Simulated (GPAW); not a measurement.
Nd (space group Fm-3m, No. 225). Coordinates: a cell listed in the Materials Project, as set up for an electronic-structure calculation.

Space group Fm-3m (No. 225). a = 5.210 Å, b = 5.210 Å, c = 5.210 Å, α = 90.00°, β = 90.00°, γ = 90.00°

| atom | site | symmetry | x | y | z |
| --- | --- | --- | --- | --- | --- |
| Nd | 4a | m-3m | 0.0000 | 0.0000 | 0.0000 |

Bonds are taken as Nd–Nd below 4.1 Å. Simplification: prune 0- and 1-connected atoms, fold 2-connected ones into links.

What net does this leave?

The result is a uninodal 12-connected, three-periodic net: Nd is a 12-connected node. It is the fcu net, known from cubic close packing. It is a single net, without interpenetration.

```
node  links  point symbol  coordination sequence
  Nd     12    3²⁴·4³⁶·5⁶   12 42 92 162 252 362
```

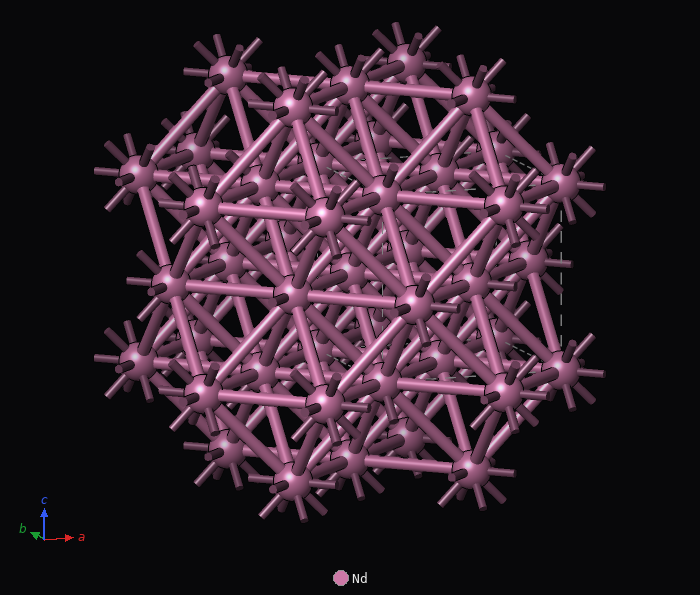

Nodes are coloured by topological kind. Edges to nodes outside the piece are drawn as stubs.
